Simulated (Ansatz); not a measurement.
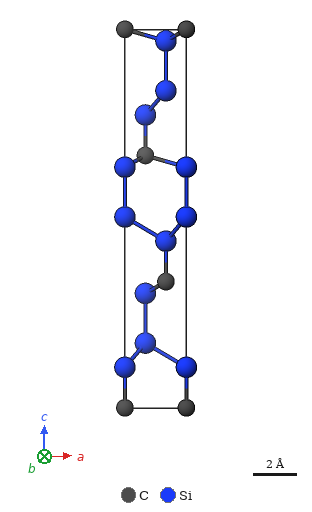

Starting structure of crystalline Si3C (a generated structure, set up in R3m). The picture is a ball-and-stick view of the conventional cell (3 times the calculation's cell), seen along the b axis. Lengths and directions refer to the drawn axes.

The calculation used DFT, r2SCAN, plane waves, PAW (Ansatz).

The input:
```yaml
crystal:
  lattice:
    - [1.6808451167, 0.9704363806, 5.9740844308]
    - [-1.6808451167, 0.9704363806, 5.9740844308]
    - [0.0, -1.9408727611, 5.9740844308]
  atoms:
    - { symbol: C, position: [0.9992481165, -0.0007518835, -0.0007518835] }
    - { symbol: Si, position: [0.4949195162, 0.4949195162, 0.4949195162] }
    - { symbol: Si, position: [0.363550563, 0.363550563, 0.363550563] }
    - { symbol: Si, position: [0.8922818043, 0.8922818043, 0.8922818043] }
kpoints:
  mp_grid: { grid: [8, 8, 8] }
hamiltonian:
  xc: r2scan
scf:
  occupations: { method: fermi_dirac, width: 0.02 }
relax:
  f_tol: 0.005
  cell: {}
output:
  write_density: true
  write_potential: true
  elf: true
  volumetric_format: npy
```

Run as
```bash
ansatz run input.yaml --threads 2 --pin off --max-ram 2211MiB --backend cpu --events-out ev --progress --plain --runs-dir out
```

What does the optimiser find from here?

Answer. Si4 moves most relative to the cell: 0.031 Å along +c. By element the largest moves are Si 0.031 Å, C 0.005 Å. The drawn cell changes as follows: a = b 3.362 → 3.397 Å (+1.1 %), c 17.922 → 17.613 Å (−1.7 %); the volume changes by +0.4 %. Among the contacts that change: Si2–Si4 2.255 → 2.233 Å, C1–Si3 2.019 → 2.039 Å, Si2–Si3 2.354 → 2.338 Å, C1–Si4 1.917 → 1.910 Å. Among the angles between lasting bonds that change: Si4–Si2–Si4 96.4° → 99.1°, Si3–Si2–Si4 120.6° → 118.5°, C1–Si4–Si2 120.6° → 118.5°. The space group stays R3m (No. 160). The energy falls by 3.0 meV per atom in 8 accepted moves (9 points after the start). The largest force component goes from 0.17 to 0.0026 eV/Å. Pressure: −1.81 GPa at the start and −0.02 GPa at the end. The SCF was repeated once at an unchanged geometry on a basis and grid sized afresh for the cell, which shifted the energy by less than 0.05 meV per atom at most.

Final geometry:

```
CELL_PARAMETERS angstrom
1.69861 0.98069 5.87095
-1.69861 0.98069 5.87095
0.00000 -1.96138 5.87095
ATOMIC_POSITIONS crystal
C 0.99897 0.99897 0.99897
Si 0.49662 0.49662 0.49662
Si 0.36388 0.36388 0.36388
Si 0.89053 0.89053 0.89053
```

After the run, drawn alike:

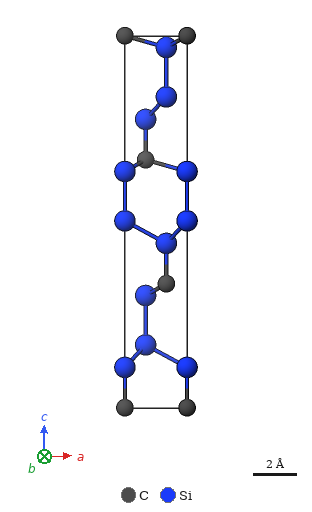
